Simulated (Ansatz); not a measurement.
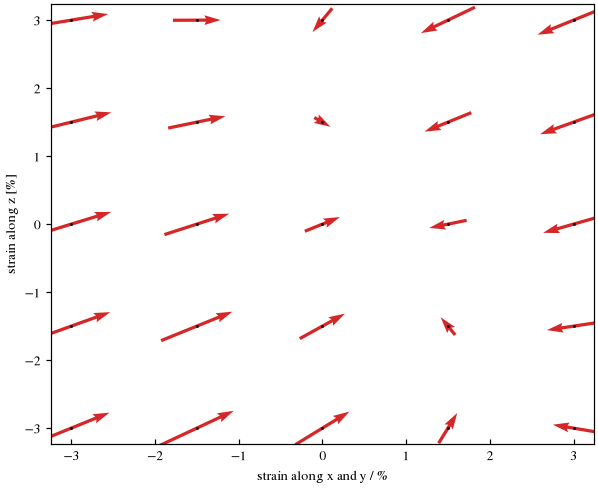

Ta (Im-3m, No. 229; 1 atom in the cell). 
- The cell is strained homogeneously, by one strain along x and y and another along z, with fractional coordinates fixed (x, y and z along the cube axes).
- The first coordinate is: strain along x and y; the second: strain along z.
- The scan uses a 5 × 5 grid.
- Points are written as (first, second).
- The reference cell is the one listed in the database, not relaxed at this level.
- Method: Ansatz, DFT PBE, scalar-relativistic, plane waves, PAW. Settings: cutoff 420 eV, k-mesh 20×20×20, gaussian smearing 0.15 eV, no spin polarisation.

In the figure: dots at the grid points, arrows along the force (downhill), their lengths compressed.

**The arrows alone are given. Where is the energy lowest?**

The arrows converge at about (0.5 %, 0.5 %) (read from the interpolated surface).

The energy map of the same scan:

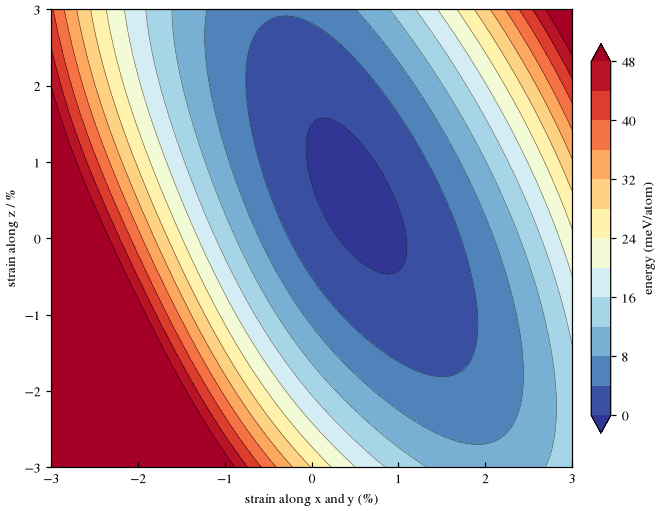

Energies are in meV/atom, from the lowest grid point; between grid points the surface is interpolated.
